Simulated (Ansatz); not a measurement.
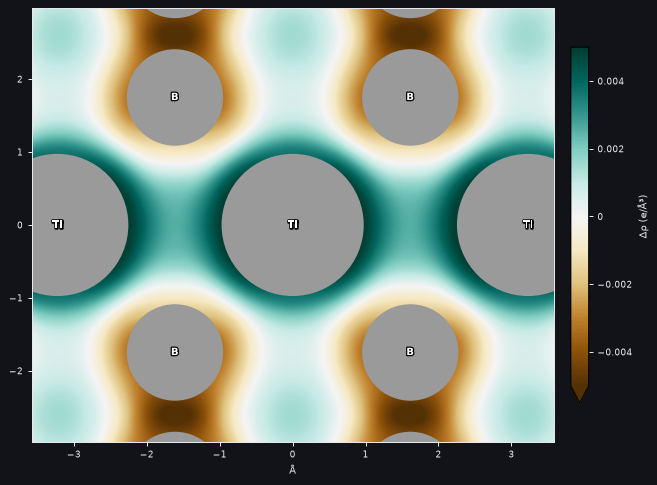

TiB2: difference of two self-consistent densities at the same geometry, ρ(PBEsol) − ρ(PBE), on the (110) plane of the conventional cell. Grey discs cover the cores, where the PAW densities can't be compared. Cores are masked to 1.0 Å (Ti) and 0.7 Å (B).

Space group P6/mmm.

Both runs: Ansatz, scalar-relativistic, plane waves and PAW, same cutoff, k-points and PAW files (made with PBE).

Q: How does the change of level move the electrons?

A: Against PBE, and outside the masked cores, the largest gain lies at the edge of the masked core of Ti, and the largest loss, 0.005 e/Å³, lies 0.9 Å from a boron nucleus.
Bader charges are Ti +1.45 and B −0.73 e with PBE and Ti +1.42 and B −0.71 e with PBEsol. Among metals such charges hang on how the charge between the atoms is shared out.
At this volume the pressure is 0 GPa with PBE and −5 GPa with PBEsol.
